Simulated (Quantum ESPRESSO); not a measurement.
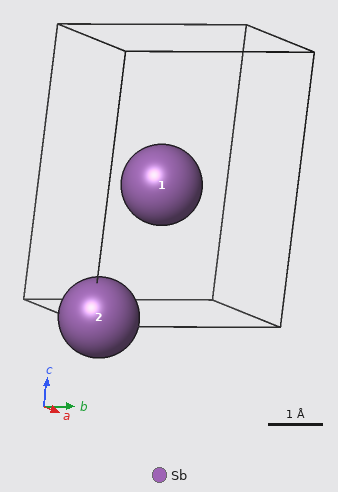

The structure as given in the input (spheres-only view of the cell of the calculation, seen slightly off an axis; atoms are numbered from 1 in the order of the input). An atom can appear more than once, as a periodic image.

**Geometry relaxation, with input and output: Sb (part 1 of 3)**

Sb (2 atoms in the cell), computed with Kohn-Sham DFT of a periodic cell, PBE with rVV10, GBRV 1.5 PBEsol, no spin polarisation (Quantum ESPRESSO 7.5).

The structure derives from a Materials Project entry.

## Input file
```
&CONTROL
  calculation = 'relax'
  prefix = 'pwscf'
  outdir = './tmp'
  pseudo_dir = './pseudo'
  tprnfor = .true.
  disk_io = 'low'
  nstep = 40
  forc_conv_thr = 0.0004
  etot_conv_thr = 1d-05
/
&SYSTEM
  ibrav = 0
  nat = 2
  ntyp = 1
  ecutwfc = 45
  ecutrho = 360
  nbnd = 22
  input_dft = 'sla+pw+pbx+pbc+vv10'
  occupations = 'smearing'
  smearing = 'fd'
  degauss = 0.01469973
/
&ELECTRONS
  conv_thr = 4d-10
  electron_maxstep = 120
  mixing_beta = 0.5
/
&IONS
  ion_dynamics = 'bfgs'
/
ATOMIC_SPECIES
Sb   121.7600 sb_pbesol_v1.4.uspp.F.UPF
CELL_PARAMETERS angstrom
   0.0000000000   -3.1530803700    0.0000000000
   1.5765401800   -1.5765401800   -2.7119384300
   4.7296205500   -1.5765401800    2.7119384300
ATOMIC_POSITIONS angstrom
Sb     2.9378932245   -3.1623403318    0.0518247095
Sb     0.2151871405   -3.1438204032   -0.0518247095
K_POINTS automatic
4 4 2 0 0 0
```

Hardware: 1 thread of Intel Xeon (Granite Rapids), 16 GiB of memory available, shared host.

Launch command:
```bash
OMP_NUM_THREADS=1 pw.x -in pw.in > pw.out
```

## Output
```
This program is part of the open-source Quantum ESPRESSO suite
     for quantum simulation of materials; please cite
         "P. Giannozzi et al., J. Phys.:Condens. Matter 21 395502 (2009);
         "P. Giannozzi et al., J. Phys.:Condens. Matter 29 465901 (2017);
         "P. Giannozzi et al., J. Chem. Phys. 152 154105 (2020);
          URL
     in publications or presentations arising from this work. More details at

     IMPORTANT: XC functional enforced from input :
     Exchange-correlation= SLA+PW+PBX+PBC+VV10
                           (   1   4   3   4  26   0   0)
     Any further DFT definition will be discarded
     Please, verify this is what you really want

     Message from routine setup:
     using ibrav=0 with symmetry is DISCOURAGED, use correct ibrav instead

     G-vector sticks info
     --------------------
     sticks:   dense  smooth     PW     G-vecs:    dense   smooth      PW
     Sum        1003     509    153                41895    14859    2587

     Using Slab Decomposition

     bravais-lattice index     =            0
     lattice parameter (alat)  =       5.9585  a.u.
     unit-cell volume          =     363.8953 (a.u.)^3
     number of atoms/cell      =            2
     number of atomic types    =            1
     number of electrons       =        30.00
     number of Kohn-Sham states=           22
     kinetic-energy cutoff     =      45.0000  Ry
     charge density cutoff     =     360.0000  Ry
     scf convergence threshold =      4.0E-10
     mixing beta               =       0.5000
     number of iterations used =            8  plain     mixing
     energy convergence thresh.=      1.0E-05
     force convergence thresh. =      4.0E-04
     Exchange-correlation= SLA+PW+PBX+PBC+VV10
                           (   1   4   3   4  26   0   0)
     nstep                     =           40

     celldm(1)=   5.958458  celldm(2)=   0.000000  celldm(3)=   0.000000
     celldm(4)=   0.000000  celldm(5)=   0.000000  celldm(6)=   0.000000

     crystal axes: (cart. coord. in units of alat)
               a(1) = (   0.000000  -1.000000   0.000000 )
               a(2) = (   0.500000  -0.500000  -0.860092 )
               a(3) = (   1.500000  -0.500000   0.860092 )

     reciprocal axes: (cart. coord. in units 2 pi/alat)
               b(1) = ( -0.500000 -1.000000  0.290667 )
               b(2) = (  0.500000  0.000000 -0.872000 )
               b(3) = (  0.500000  0.000000  0.290667 )

     PseudoPot. # 1 for Sb read from file:
     sb_pbesol_v1.4.uspp.F.UPF
     Pseudo is Ultrasoft + core correction, Zval = 15.0
     Generated by new atomic code, or converted to UPF format
     Using radial grid of  891 points,  6 beta functions with:
                l(1) =   0
                l(2) =   0
                l(3) =   1
                l(4) =   1
                l(5) =   2
                l(6) =   2
     Q(r) pseudized with  8 coefficients,  rinner =    1.350   1.350   1.350
                                                       1.350   1.350

     atomic species   valence    mass     pseudopotential
     Sb               15.00   121.76000     Sb( 1.00)

      2 Sym. Ops., with inversion, found ( 1 have fractional translation)

   Cartesian axes

     site n.     atom                  positions (alat units)
         1        Sb     tau(   1) = (   0.9317534  -1.0029368   0.0164362  )
         2        Sb     tau(   2) = (   0.0682466  -0.9970632  -0.0164362  )

     number of k points=    28  Fermi-Dirac smearing, width (Ry)=  0.0147
                       cart. coord. in units 2pi/alat
        k(    1) = (   0.0000000   0.0000000   0.0000000), wk =   0.0625000
        k(    2) = (  -0.2500000   0.0000000  -0.1453333), wk =   0.0625000
        k(    3) = (   0.1250000   0.0000000  -0.2180000), wk =   0.1250000
        k(    4) = (  -0.1250000   0.0000000  -0.3633333), wk =   0.1250000
        k(    5) = (  -0.2500000   0.0000000   0.4360000), wk =   0.0625000
        k(    6) = (  -0.5000000  -0.0000000   0.2906667), wk =   0.0625000
        k(    7) = (  -0.1250000  -0.2500000   0.0726667), wk =   0.0625000
        k(    8) = (  -0.3750000  -0.2500000  -0.0726667), wk =   0.0625000
        k(    9) = (   0.0000000  -0.2500000  -0.1453333), wk =   0.0625000
        k(   10) = (  -0.2500000  -0.2500000  -0.2906667), wk =   0.0625000
        k(   11) = (  -0.3750000  -0.2500000   0.5086667), wk =   0.0625000
        k(   12) = (  -0.6250000  -0.2500000   0.3633333), wk =   0.0625000
        k(   13) = (  -0.2500000  -0.2500000   0.2906667), wk =   0.0625000
        k(   14) = (  -0.5000000  -0.2500000   0.1453333), wk =   0.0625000
        k(   15) = (   0.2500000   0.5000000  -0.1453333), wk =   0.0625000
        k(   16) = (  -0.0000000   0.5000000  -0.2906667), wk =   0.0625000
        k(   17) = (   0.3750000   0.5000000  -0.3633333), wk =   0.1250000
        k(   18) = (   0.1250000  -0.2500000  -0.0726667), wk =   0.0625000
        k(   19) = (   0.3750000  -0.2500000   0.0726667), wk =   0.0625000
        k(   20) = (   0.0000000  -0.2500000   0.1453333), wk =   0.0625000
        k(   21) = (   0.2500000  -0.2500000   0.2906667), wk =   0.0625000
        k(   22) = (   0.3750000  -0.2500000  -0.5086667), wk =   0.0625000
        k(   23) = (   0.6250000  -0.2500000  -0.3633333), wk =   0.0625000
        k(   24) = (   0.2500000  -0.2500000  -0.2906667), wk =   0.0625000
        k(   25) = (   0.5000000  -0.2500000  -0.1453333), wk =   0.0625000
        k(   26) = (  -0.2500000   0.5000000   0.1453333), wk =   0.0625000
        k(   27) = (  -0.0000000   0.5000000   0.2906667), wk =   0.0625000
        k(   28) = (  -0.3750000   0.5000000   0.3633333), wk =   0.1250000

     Dense  grid:    41895 G-vectors     FFT dimensions: (  36,  48,  72)

     Smooth grid:    14859 G-vectors     FFT dimensions: (  30,  30,  48)

     Check: negative core charge=   -0.000003

     Initial potential from superposition of free atoms

     starting charge      28.0000, renormalised to      30.0000

Carrying out rVV10 run using the following parameters:
Nqs =      20    Nr_points =    1024   r_max =   100.000
b_value =  6.30000    beta =  0.00901
     q_mesh =  0.00010000  0.00030000  0.00058939  0.00100810
               0.00161396  0.00249058  0.00375900  0.00559430
               0.00824984  0.01209221  0.01765183  0.02569619
               0.03733578  0.05417739  0.07854596  0.11380545
               0.16482331  0.23864234  0.34545298  0.50000000

Gradients computed in Reciprocal space

     Starting wfcs are   18 randomized atomic wfcs +    4 random wfcs

     Self-consistent Calculation

     iteration #  1     ecut=    45.00 Ry     beta= 0.50
     Davidson diagonalization with overlap
     ethr =  1.00E-02,  avg # of iterations =  6.2

     total energy              =    -369.25692945 Ry
     estimated scf accuracy    <       1.98209689 Ry

     iteration #  2     ecut=    45.00 Ry     beta= 0.50
     Davidson diagonalization with overlap
     ethr =  6.61E-03,  avg # of iterations =  2.0

     total energy              =    -369.64835323 Ry
     estimated scf accuracy    <       0.04679216 Ry

     iteration #  3     ecut=    45.00 Ry     beta= 0.50
     Davidson diagonalization with overlap
     ethr =  1.56E-04,  avg # of iterations =  2.8

     total energy              =    -369.65684457 Ry
     estimated scf accuracy    <       0.01095446 Ry

     iteration #  4     ecut=    45.00 Ry     beta= 0.50
     Davidson diagonalization with overlap
     ethr =  3.65E-05,  avg # of iterations =  2.5

     total energy              =    -369.65823549 Ry
     estimated scf accuracy    <       0.00104637 Ry

     iteration #  5     ecut=    45.00 Ry     beta= 0.50
     Davidson diagonalization with overlap
     ethr =  3.49E-06,  avg # of iterations =  3.0

     total energy              =    -369.65829293 Ry
     estimated scf accuracy    <       0.00001260 Ry

     iteration #  6     ecut=    45.00 Ry     beta= 0.50
     Davidson diagonalization with overlap
     ethr =  4.20E-08,  avg # of iterations =  3.0

     total energy              =    -369.65829689 Ry
     estimated scf accuracy    <       0.00000098 Ry

     iteration #  7     ecut=    45.00 Ry     beta= 0.50
     Davidson diagonalization with overlap
     ethr =  3.26E-09,  avg # of iterations =  2.4

     total energy              =    -369.65829704 Ry
     estimated scf accuracy    <       0.00000003 Ry

     iteration #  8     ecut=    45.00 Ry     beta= 0.50
     Davidson diagonalization with overlap
     ethr =  9.94E-11,  avg # of iterations =  2.0

     total energy              =    -369.65829704 Ry
     estimated scf accuracy    <          8.5E-10 Ry

     iteration #  9     ecut=    45.00 Ry     beta= 0.50
     Davidson diagonalization with overlap
     ethr =  2.84E-12,  avg # of iterations =  2.1

     End of self-consistent calculation

          k = 0.0000 0.0000 0.0000 (  1859 PWs)   bands (ev):

   -17.6897 -17.6112 -17.6016 -17.5717 -17.5570 -17.5502 -17.5061 -17.5019
   -17.4483 -17.4005  -1.5224   2.7852   6.0669  13.4615  15.5148  16.7358
    17.2988  17.7725  18.7285  21.0207  22.1066  22.5117

          k =-0.2500 0.0000-0.1453 (  1850 PWs)   bands (ev):

   -17.6781 -17.6092 -17.6041 -17.5785 -17.5521 -17.5467 -17.5152 -17.4934
   -17.4476 -17.4128  -0.9672   0.9152  10.3035  11.9781  14.0275  15.1886
    16.4054  17.5258  18.4927  19.8389  21.0295  21.4914

          k = 0.1250 0.0000-0.2180 (  1867 PWs)   bands (ev):

   -17.6877 -17.6071 -17.6004 -17.5683 -17.5392 -17.5350 -17.5096 -17.4906
   -17.4464 -17.4128  -0.6020   3.3617   7.0128   8.7347  12.4040  14.6993
    15.1569  16.6002  19.0095  20.3293  21.5230  23.3757

          k =-0.1250 0.0000-0.3633 (  1848 PWs)   bands (ev):

   -17.6916 -17.6093 -17.5985 -17.5820 -17.5387 -17.5337 -17.5156 -17.4768
   -17.4419 -17.4078  -0.0555   1.7450   8.6690   9.7422  12.2956  13.3157
    14.5753  17.7992  18.4833  20.3303  21.2974  22.8770

          k =-0.2500 0.0000 0.4360 (  1872 PWs)   bands (ev):

   -17.6849 -17.6047 -17.6027 -17.5672 -17.5304 -17.5133 -17.5097 -17.4769
   -17.4452 -17.4212   1.3977   2.7634   7.4881   8.1508   9.4841  11.1546
    14.2649  15.8584  18.1762  19.5186  23.4048  24.6610

          k =-0.5000-0.0000 0.2907 (  1866 PWs)   bands (ev):

   -17.7040 -17.6101 -17.6019 -17.5810 -17.5411 -17.5150 -17.5047 -17.4592
   -17.4373 -17.3999   1.7949   2.8063   5.9664   6.3766  13.2811  13.6386
    14.3608  17.2436  17.6604  18.0323  18.0519  22.4373

          k =-0.1250-0.2500 0.0727 (  1853 PWs)   bands (ev):

   -17.6665 -17.5894 -17.5747 -17.5583 -17.5488 -17.5399 -17.5301 -17.4916
   -17.4655 -17.3921  -0.3049   3.4637   7.7512  10.4246  12.2784  12.7082
    14.2196  16.3363  18.2065  19.3415  21.4417  21.7905

          k =-0.3750-0.2500-0.0727 (  1848 PWs)   bands (ev):

   -17.6686 -17.5957 -17.5745 -17.5637 -17.5493 -17.5385 -17.5294 -17.4858
   -17.4609 -17.3898   0.0571   2.3152   9.7066  10.3192  12.9059  12.9736
    13.4977  15.2383  17.6962  18.8600  19.7076  21.7922

          k = 0.0000-0.2500-0.1453 (  1852 PWs)   bands (ev):

   -17.6741 -17.5916 -17.5753 -17.5642 -17.5489 -17.5398 -17.5255 -17.4909
   -17.4618 -17.3842  -0.3090   3.5307   7.5620  10.5029  12.1214  12.7417
    14.2207  17.5352  17.8798  18.9606  20.8270  21.4014

          k =-0.2500-0.2500-0.2907 (  1848 PWs)   bands (ev):

   -17.6607 -17.5915 -17.5738 -17.5591 -17.5506 -17.5379 -17.5340 -17.4850
   -17.4652 -17.3985   0.0699   2.2705   9.9981  10.3080  12.6759  13.0004
    13.9519  14.2840  17.8480  19.2102  19.4856  21.9973

          k =-0.3750-0.2500 0.5087 (  1858 PWs)   bands (ev):

   -17.6697 -17.5816 -17.5707 -17.5624 -17.5397 -17.5334 -17.5267 -17.4783
   -17.4590 -17.3942   1.3589   4.1735   7.4562   8.9916   9.4689  11.0371
    11.5605  14.0485  19.3909  21.1955  21.7774  23.0856

          k =-0.6250-0.2500 0.3633 (  1869 PWs)   bands (ev):

   -17.6721 -17.5824 -17.5688 -17.5583 -17.5473 -17.5345 -17.5319 -17.4690
   -17.4598 -17.3915   1.7179   3.4447   7.3949   8.7841   9.1972  12.0500
    12.7845  14.4694  18.5000  19.0718  21.0971  21.7148

          k =-0.2500-0.2500 0.2907 (  1861 PWs)   bands (ev):

   -17.6613 -17.5780 -17.5673 -17.5577 -17.5446 -17.5343 -17.5307 -17.4761
   -17.4638 -17.4025   1.3842   3.9898   7.8888   9.0124   9.6857  10.6677
    11.2857  13.9882  19.4229  21.7144  22.3783  22.6143

          k =-0.5000-0.2500 0.1453 (  1863 PWs)   bands (ev):

   -17.6799 -17.5876 -17.5699 -17.5629 -17.5420 -17.5333 -17.5300 -17.4719
   -17.4543 -17.3835   1.6578   3.6409   7.1622   8.3506   9.6427  11.9611
    12.7046  15.6171  17.3306  18.9036  20.8767  22.4585

          k = 0.2500 0.5000-0.1453 (  1854 PWs)   bands (ev):

   -17.6532 -17.6005 -17.5792 -17.5762 -17.5395 -17.5028 -17.4941 -17.4823
   -17.4774 -17.3692   2.3099   4.1262   6.8837   8.0893  11.2158  11.8463
    12.3838  13.8147  17.2241  17.3709  20.8448  21.2572

          k =-0.0000 0.5000-0.2907 (  1852 PWs)   bands (ev):

   -17.6680 -17.6092 -17.5894 -17.5818 -17.5295 -17.4988 -17.4940 -17.4864
   -17.4631 -17.3533   2.1483   5.2313   5.8365   7.5911  10.7129  12.4304
    12.8636  15.4934  16.5557  17.7907  17.8835  22.2348

          k = 0.3750 0.5000-0.3633 (  1855 PWs)   bands (ev):

   -17.6598 -17.5889 -17.5819 -17.5687 -17.5580 -17.5061 -17.4962 -17.4828
   -17.4708 -17.3612   2.0431   4.7949   7.1866   8.0233   9.8075  10.8114
    12.2534  15.5972  17.2905  19.9372  20.3448  21.1112

          k = 0.1250-0.2500-0.0727 (  1853 PWs)   bands (ev):

   -17.6666 -17.5885 -17.5746 -17.5592 -17.5491 -17.5397 -17.5304 -17.4909
   -17.4655 -17.3922  -0.3031   3.4605   7.7558  10.4096  12.2819  12.7150
    14.2254  16.3324  18.2250  19.3153  21.4398  21.7972

          k = 0.3750-0.2500 0.0727 (  1848 PWs)   bands (ev):

   -17.6686 -17.5947 -17.5743 -17.5641 -17.5498 -17.5379 -17.5300 -17.4852
   -17.4613 -17.3900   0.0586   2.3153   9.6872  10.3231  12.9221  12.9814
    13.4969  15.2255  17.7132  18.8555  19.6970  21.7957

          k = 0.0000-0.2500 0.1453 (  1852 PWs)   bands (ev):

   -17.6741 -17.5927 -17.5754 -17.5634 -17.5484 -17.5404 -17.5251 -17.4912
   -17.4616 -17.3839  -0.3102   3.5297   7.5658  10.5212  12.1088  12.7249
    14.2301  17.5891  17.8050  18.9805  20.8271  21.3993

          k = 0.2500-0.2500 0.2907 (  1848 PWs)   bands (ev):

   -17.6605 -17.5923 -17.5738 -17.5587 -17.5500 -17.5379 -17.5338 -17.4858
   -17.4651 -17.3984   0.0673   2.2736  10.0097  10.3016  12.6710  12.9978
    13.9622  14.2743  17.8436  19.1928  19.5093  22.0063

          k = 0.3750-0.2500-0.5087 (  1858 PWs)   bands (ev):

   -17.6698 -17.5820 -17.5707 -17.5619 -17.5407 -17.5332 -17.5264 -17.4783
   -17.4588 -17.3939   1.3550   4.1785   7.4563   8.9955   9.4695  11.0448
    11.5424  14.0585  19.3718  21.2172  21.7710  23.0825

          k = 0.6250-0.2500-0.3633 (  1869 PWs)   bands (ev):

   -17.6720 -17.5826 -17.5686 -17.5579 -17.5479 -17.5344 -17.5318 -17.4694
   -17.4597 -17.3914   1.7093   3.4567   7.4046   8.7703   9.1983  12.0300
    12.7841  14.5021  18.4897  19.0715  21.1114  21.6925

          k = 0.2500-0.2500-0.2907 (  1861 PWs)   bands (ev):

   -17.6614 -17.5779 -17.5674 -17.5583 -17.5436 -17.5344 -17.5309 -17.4758
   -17.4638 -17.4026   1.3899   3.9790   7.8831   9.0180   9.6986  10.6730
    11.2787  13.9784  19.4129  21.7184  22.4192  22.5936

          k = 0.5000-0.2500-0.1453 (  1863 PWs)   bands (ev):

   -17.6798 -17.5871 -17.5698 -17.5633 -17.5412 -17.5336 -17.5303 -17.4716
   -17.4546 -17.3837   1.6629   3.6364   7.1494   8.3637   9.6410  11.9500
    12.7178  15.6144  17.3294  18.9025  20.8909  22.4467

          k =-0.2500 0.5000 0.1453 (  1854 PWs)   bands (ev):

   -17.6535 -17.5995 -17.5793 -17.5762 -17.5411 -17.5032 -17.4927 -17.4823
   -17.4774 -17.3692   2.3349   4.0798   6.9104   8.0795  11.2503  11.7911
    12.4367  13.7786  17.2639  17.3340  20.7678  21.3497

          k =-0.0000 0.5000 0.2907 (  1852 PWs)   bands (ev):

   -17.6678 -17.6079 -17.5896 -17.5818 -17.5305 -17.4992 -17.4931 -17.4870
   -17.4632 -17.3534   2.1595   5.1861   5.8796   7.5657  10.7289  12.4559
    12.8337  15.4777  16.5918  17.7993  17.8608  22.2487

          k =-0.3750 0.5000 0.3633 (  1855 PWs)   bands (ev):
```
